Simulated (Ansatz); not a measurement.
Geometry relaxation, with input and output: W₄HS₈ (part 3 of 3)

W₄HS₈ (slab, 13 atoms in the cell); DFT PBE+D3(BJ), scalar-relativistic, plane waves, PAW, spin-polarised (Ansatz 0.2.0); cutoff 420 eV, 3×3×1 k-mesh, Gaussian smearing of 0.05 eV, collinear spins. The structure derives from an entry of the Crystallography Open Database. The input holds or restrains some coordinates. Forces given for the steps count only the free coordinates. It belongs to a series of runs on one base structure; here: 1 H a cell, anchor, over a top S site.

Geometry of the input (Å; fractional positions):
```
6.3144  0.0000  0.0000
-3.1572  5.4684  0.0000
0.0000  0.0000  21.1453
S  0.6667  0.3333  0.3783
S  0.6667  0.8333  0.3783
S  0.1667  0.3333  0.3783
S  0.1667  0.8333  0.3783
W  0.3333  0.1667  0.4529
W  0.3333  0.6667  0.4529
W  0.8333  0.1667  0.4529
W  0.8333  0.6667  0.4529
S  0.6667  0.3333  0.5275
S  0.6667  0.8333  0.5275
S  0.1667  0.3333  0.5275
S  0.1667  0.8333  0.5275
H  0.1667  0.8333  0.6249
```

**Trajectory as extended XYZ (Å, eV, eV/Å), 11 frames, from step=1 to step=11**
```
13
Lattice="6.3144 0.0000 0.0000 -3.1572 5.4684 0.0000 0.0000 0.0000 21.1453" Properties=species:S:1:pos:R:3:forces:R:3 step=1 energy=-48783.04708
S     3.1572    1.8228    8.0000   -0.0195   0.0112  -0.0034
S     1.5786    4.5570    8.0000    0.0000  -0.0225  -0.0034
S     0.0000    1.8228    8.0000    0.0195   0.0112  -0.0034
S    -1.5786    4.5570    8.0000    0.0000   0.0000  -0.0499
W     1.5786    0.9114    9.5770    0.0000  -0.0836   0.0137
W     0.0000    3.6456    9.5770   -0.0724   0.0418   0.0137
W     4.7358    0.9114    9.5770    0.0000   0.0000  -0.0034
W     3.1572    3.6456    9.5770    0.0724   0.0418   0.0137
S     3.1572    1.8228   11.1541    0.0220  -0.0127   0.0481
S     1.5786    4.5570   11.1541    0.0000   0.0254   0.0481
S     0.0000    1.8228   11.1541   -0.0220  -0.0127   0.0481
S    -1.5786    4.5570   11.1541    0.0000   0.0000  -0.1010
H    -1.5786    4.5570   13.2141    0.0000   0.0000  -0.0209
13
Lattice="6.3144 0.0000 0.0000 -3.1572 5.4684 0.0000 0.0000 0.0000 21.1453" Properties=species:S:1:pos:R:3:forces:R:3 step=2 energy=-48783.04823
S     3.1572    1.8228    8.0000   -0.0209   0.0121   0.0296
S     1.5786    4.5570    8.0000    0.0000  -0.0241   0.0296
S     0.0000    1.8228    8.0000    0.0209   0.0121   0.0296
S    -1.5786    4.5570    8.0000    0.0000   0.0000  -0.0655
W     1.5786    0.9094    9.5783    0.0000   0.0121   0.0004
W    -0.0018    3.6466    9.5783    0.0105  -0.0060   0.0004
W     4.7358    0.9114    9.5779    0.0000   0.0000  -0.0004
W     3.1590    3.6466    9.5783   -0.0105  -0.0060   0.0004
S     3.1593    1.8216   11.1583   -0.0071   0.0041  -0.0076
S     1.5786    4.5594   11.1583    0.0000  -0.0082  -0.0076
S    -0.0021    1.8216   11.1583    0.0071   0.0041  -0.0076
S    -1.5786    4.5570   11.1478    0.0000   0.0000   0.0285
H    -1.5786    4.5570   13.2001    0.0000   0.0000  -0.0299
13
Lattice="6.3144 0.0000 0.0000 -3.1572 5.4684 0.0000 0.0000 0.0000 21.1453" Properties=species:S:1:pos:R:3:forces:R:3 step=3 energy=-48783.05083
S     3.1572    1.8228    8.0000   -0.0236   0.0136   0.0340
S     1.5786    4.5570    8.0000    0.0000  -0.0273   0.0340
S     0.0000    1.8228    8.0000    0.0236   0.0136   0.0340
S    -1.5786    4.5570    8.0000    0.0000   0.0000  -0.0849
W     1.5786    0.9091    9.5784    0.0000   0.0078  -0.0052
W    -0.0020    3.6468    9.5784    0.0067  -0.0039  -0.0052
W     4.7358    0.9114    9.5783    0.0000   0.0000  -0.0023
W     3.1592    3.6468    9.5784   -0.0067  -0.0039  -0.0052
S     3.1593    1.8216   11.1592   -0.0045   0.0026  -0.0105
S     1.5786    4.5595   11.1592    0.0000  -0.0052  -0.0105
S    -0.0021    1.8216   11.1592    0.0045   0.0026  -0.0105
S    -1.5786    4.5570   11.1452    0.0000   0.0000   0.0915
H    -1.5786    4.5570   13.1373    0.0000   0.0000  -0.0591
13
Lattice="6.3144 0.0000 0.0000 -3.1572 5.4684 0.0000 0.0000 0.0000 21.1453" Properties=species:S:1:pos:R:3:forces:R:3 step=4 energy=-48783.06030
S     3.1572    1.8228    8.0000   -0.0382   0.0221   0.0510
S     1.5786    4.5570    8.0000    0.0000  -0.0442   0.0510
S     0.0000    1.8228    8.0000    0.0382   0.0221   0.0510
S    -1.5786    4.5570    8.0000    0.0000   0.0000  -0.1283
W     1.5786    0.9072    9.5792    0.0000   0.0013  -0.0128
W    -0.0037    3.6477    9.5792    0.0011  -0.0007  -0.0128
W     4.7358    0.9114    9.5785    0.0000   0.0000  -0.0027
W     3.1609    3.6477    9.5792   -0.0011  -0.0007  -0.0128
S     3.1603    1.8210   11.1610   -0.0079   0.0045  -0.0154
S     1.5786    4.5606   11.1610    0.0000  -0.0091  -0.0154
S    -0.0031    1.8210   11.1610    0.0079   0.0045  -0.0154
S    -1.5786    4.5570   11.1445    0.0000   0.0000   0.1543
H    -1.5786    4.5570   13.0170    0.0000   0.0000  -0.0918
13
Lattice="6.3144 0.0000 0.0000 -3.1572 5.4684 0.0000 0.0000 0.0000 21.1453" Properties=species:S:1:pos:R:3:forces:R:3 step=5 energy=-48783.07858
S     3.1572    1.8228    8.0000   -0.0430   0.0248   0.0386
S     1.5786    4.5570    8.0000    0.0000  -0.0496   0.0386
S     0.0000    1.8228    8.0000    0.0430   0.0248   0.0386
S    -1.5786    4.5570    8.0000    0.0000   0.0000  -0.2484
W     1.5786    0.9046    9.5796    0.0000  -0.0970   0.0759
W    -0.0059    3.6490    9.5796   -0.0840   0.0485   0.0759
W     4.7358    0.9114    9.5782    0.0000   0.0000  -0.0037
W     3.1631    3.6490    9.5796    0.0840   0.0485   0.0759
S     3.1605    1.8209   11.1610   -0.0026   0.0015   0.0136
S     1.5786    4.5608   11.1610    0.0000  -0.0030   0.0136
S    -0.0033    1.8209   11.1610    0.0026   0.0015   0.0136
S    -1.5786    4.5570   11.1474    0.0000   0.0000   0.3651
H    -1.5786    4.5570   12.9484    0.0000   0.0000  -0.4975
13
Lattice="6.3144 0.0000 0.0000 -3.1572 5.4684 0.0000 0.0000 0.0000 21.1453" Properties=species:S:1:pos:R:3:forces:R:3 step=6 energy=-48783.19929
S     3.1572    1.8228    8.0000   -0.0795   0.0459   0.1264
S     1.5786    4.5570    8.0000    0.0000  -0.0918   0.1264
S     0.0000    1.8228    8.0000    0.0795   0.0459   0.1264
S    -1.5786    4.5570    8.0000    0.0000   0.0000  -0.3657
W     1.5786    0.8978    9.5848    0.0000  -0.0852  -0.0064
W    -0.0118    3.6524    9.5848   -0.0738   0.0426  -0.0064
W     4.7358    0.9114    9.5807    0.0000   0.0000  -0.0245
W     3.1690    3.6524    9.5848    0.0738   0.0426  -0.0064
S     3.1620    1.8201   11.1682   -0.0028   0.0016  -0.0061
S     1.5786    4.5625   11.1682    0.0000  -0.0032  -0.0061
S    -0.0048    1.8201   11.1682    0.0028   0.0016  -0.0061
S    -1.5786    4.5570   11.1418    0.0000   0.0000   0.7261
H    -1.5786    4.5570   12.7534    0.0000   0.0000  -0.6780
13
Lattice="6.3144 0.0000 0.0000 -3.1572 5.4684 0.0000 0.0000 0.0000 21.1453" Properties=species:S:1:pos:R:3:forces:R:3 step=7 energy=-48783.25337
S     3.1572    1.8228    8.0000   -0.0883   0.0510   0.1182
S     1.5786    4.5570    8.0000    0.0000  -0.1019   0.1182
S     0.0000    1.8228    8.0000    0.0883   0.0510   0.1182
S    -1.5786    4.5570    8.0000    0.0000   0.0000  -0.5545
W     1.5786    0.8906    9.5851    0.0000  -0.0472   0.0400
W    -0.0180    3.6560    9.5851   -0.0409   0.0236   0.0400
W     4.7358    0.9114    9.5791    0.0000   0.0000  -0.0072
W     3.1752    3.6560    9.5851    0.0409   0.0236   0.0400
S     3.1613    1.8204   11.1662    0.0204  -0.0118   0.0258
S     1.5786    4.5618   11.1662    0.0000   0.0235   0.0258
S    -0.0041    1.8204   11.1662   -0.0204  -0.0118   0.0258
S    -1.5786    4.5570   11.1466    0.0000   0.0000   0.6093
H    -1.5786    4.5570   12.6807    0.0000   0.0000  -0.5996
13
Lattice="6.3144 0.0000 0.0000 -3.1572 5.4684 0.0000 0.0000 0.0000 21.1453" Properties=species:S:1:pos:R:3:forces:R:3 step=8 energy=-48783.10732 accepted=F
S     3.1572    1.8228    8.0000   -0.1818   0.1050   0.3657
S     1.5786    4.5570    8.0000    0.0000  -0.2099   0.3657
S     0.0000    1.8228    8.0000    0.1818   0.1050   0.3657
S    -1.5786    4.5570    8.0000    0.0000   0.0000  -0.4751
W     1.5786    0.8748    9.6047    0.0000   0.0544  -0.1070
W    -0.0317    3.6639    9.6047    0.0471  -0.0272  -0.1070
W     4.7358    0.9114    9.5806    0.0000   0.0000   0.0315
W     3.1889    3.6639    9.6047   -0.0471  -0.0272  -0.1070
S     3.1706    1.8151   11.1820   -0.0594   0.0343  -0.0685
S     1.5786    4.5725   11.1820    0.0000  -0.0686  -0.0685
S    -0.0134    1.8151   11.1820    0.0594   0.0343  -0.0685
S    -1.5786    4.5570   11.1874    0.0000   0.0000  -2.7908
H    -1.5786    4.5570   12.4863    0.0000   0.0000   2.6630
13
Lattice="6.3144 0.0000 0.0000 -3.1572 5.4684 0.0000 0.0000 0.0000 21.1453" Properties=species:S:1:pos:R:3:forces:R:3 step=9 energy=-48783.28110
S     3.1572    1.8228    8.0000   -0.1122   0.0648   0.1818
S     1.5786    4.5570    8.0000    0.0000  -0.1296   0.1818
S     0.0000    1.8228    8.0000    0.1122   0.0648   0.1818
S    -1.5786    4.5570    8.0000    0.0000   0.0000  -0.5679
W     1.5786    0.8858    9.5896    0.0000  -0.0110   0.0026
W    -0.0222    3.6585    9.5896   -0.0095   0.0055   0.0026
W     4.7358    0.9114    9.5796    0.0000   0.0000  -0.0060
W     3.1794    3.6585    9.5896    0.0095   0.0055   0.0026
S     3.1633    1.8193   11.1699    0.0053  -0.0031   0.0064
S     1.5786    4.5640   11.1699    0.0000   0.0062   0.0064
S    -0.0061    1.8193   11.1699   -0.0053  -0.0031   0.0064
S    -1.5786    4.5570   11.1553    0.0000   0.0000   0.1880
H    -1.5786    4.5570   12.6249    0.0000   0.0000  -0.1863
13
Lattice="6.3144 0.0000 0.0000 -3.1572 5.4684 0.0000 0.0000 0.0000 21.1453" Properties=species:S:1:pos:R:3:forces:R:3 step=10 energy=-48783.28303
S     3.1572    1.8228    8.0000   -0.1193   0.0689   0.1913
S     1.5786    4.5570    8.0000    0.0000  -0.1378   0.1913
S     0.0000    1.8228    8.0000    0.1193   0.0689   0.1913
S    -1.5786    4.5570    8.0000    0.0000   0.0000  -0.5765
W     1.5786    0.8845    9.5904    0.0000  -0.0041   0.0030
W    -0.0233    3.6591    9.5904   -0.0036   0.0021   0.0030
W     4.7358    0.9114    9.5793    0.0000   0.0000   0.0012
W     3.1805    3.6591    9.5904    0.0036   0.0021   0.0030
S     3.1639    1.8190   11.1704    0.0001  -0.0001   0.0010
S     1.5786    4.5647   11.1704    0.0000   0.0001   0.0010
S    -0.0067    1.8190   11.1704   -0.0001  -0.0001   0.0010
S    -1.5786    4.5570   11.1582    0.0000   0.0000   0.0132
H    -1.5786    4.5570   12.6101    0.0000   0.0000  -0.0237
13
Lattice="6.3144 0.0000 0.0000 -3.1572 5.4684 0.0000 0.0000 0.0000 21.1453" Properties=species:S:1:pos:R:3:forces:R:3 step=11 energy=-48783.28303
S     3.1572    1.8228    8.0000   -0.1193   0.0689   0.1913
S     1.5786    4.5570    8.0000    0.0000  -0.1378   0.1913
S     0.0000    1.8228    8.0000    0.1193   0.0689   0.1913
S    -1.5786    4.5570    8.0000    0.0000   0.0000  -0.5765
W     1.5786    0.8845    9.5904    0.0000  -0.0041   0.0030
W    -0.0233    3.6591    9.5904   -0.0036   0.0021   0.0030
W     4.7358    0.9114    9.5793    0.0000   0.0000   0.0012
W     3.1805    3.6591    9.5904    0.0036   0.0021   0.0030
S     3.1639    1.8190   11.1704    0.0001  -0.0001   0.0010
S     1.5786    4.5647   11.1704    0.0000   0.0001   0.0010
S    -0.0067    1.8190   11.1704   -0.0001  -0.0001   0.0010
S    -1.5786    4.5570   11.1582    0.0000   0.0000   0.0132
H    -1.5786    4.5570   12.6101    0.0000   0.0000  -0.0237
```

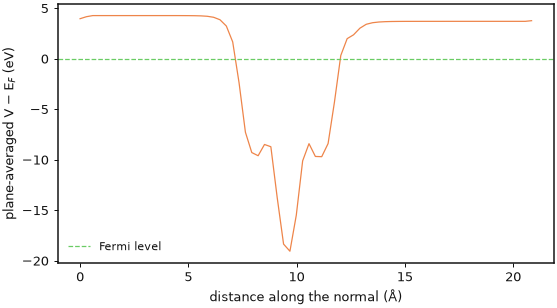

Fig. 1: Plane average of the electrostatic potential energy of an electron across the cell, from the Fermi level. The vacuum level lies 3.71 eV above the Fermi level on the upper side and 4.28 eV on the lower.

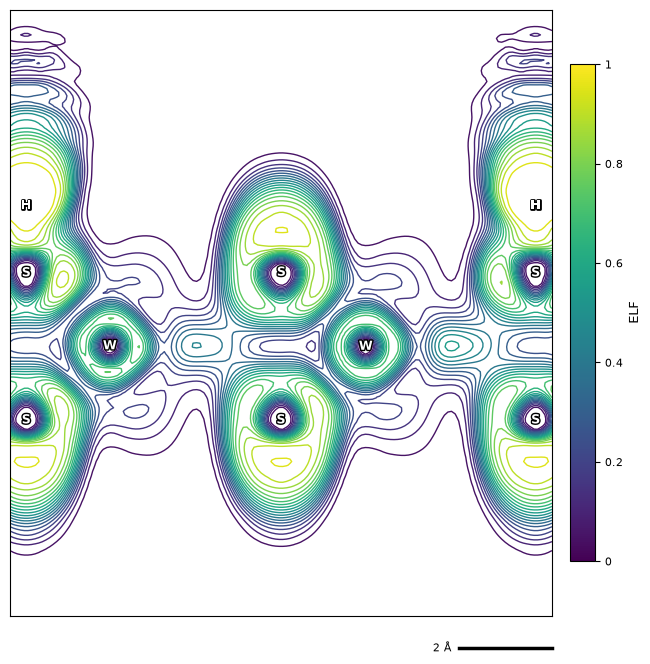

Fig. 2: ELF on the (110) plane of the calculation cell, a cut from vacuum to vacuum. W–S (2.38 Å): the ELF is about 0.40 at the midpoint. W–S (2.40 Å): the ELF is about 0.45 at the midpoint. The strong features right at W lie inside the PAW spheres (semicore, d or f shells) and say nothing about bonding. Core electrons are frozen (PAW), so the fields are smoothed inside the atomic spheres.

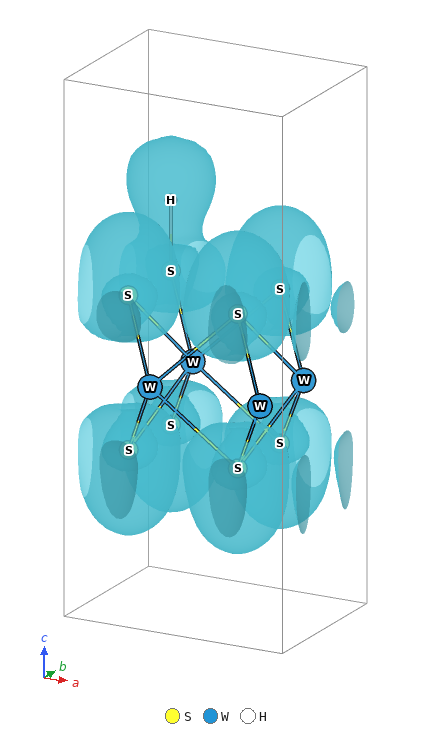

Fig. 3: Isosurface of the ELF at 0.7 (cyan), seen slightly off an axis. Only the valence region is drawn (cores and ρ < 0.01 e/Å³ removed). Sticks mark near contacts. W–S (2.38 Å): the ELF is about 0.40 at the midpoint.

**Results in brief**

- outcome: converged under the restraints of the input
- electrons treated: 105
- free energy: −48783.2830 eV
- work function, top face: 3.71 eV
- work function, bottom face: 4.28 eV
- Fermi energy: 0.935 eV
- gap on the k-point mesh: none (metallic)
- net moment of the cell: 0.56 μB
- integrated absolute moment: 0.58 μB
- final volume: 730.14 Å³
- work function (upper face): 3.71 eV
- largest force (length of the vector) at the end, held atoms and coordinates included: 0.577 eV/Å
- wall time: 35 s (CPU time 2.3 min)
- peak memory: 1.5 GiB

**Notes**

Warnings of the run: the exchange-correlation potential is rough where the density is thin. Spin–orbit coupling is left out, which matters for W.
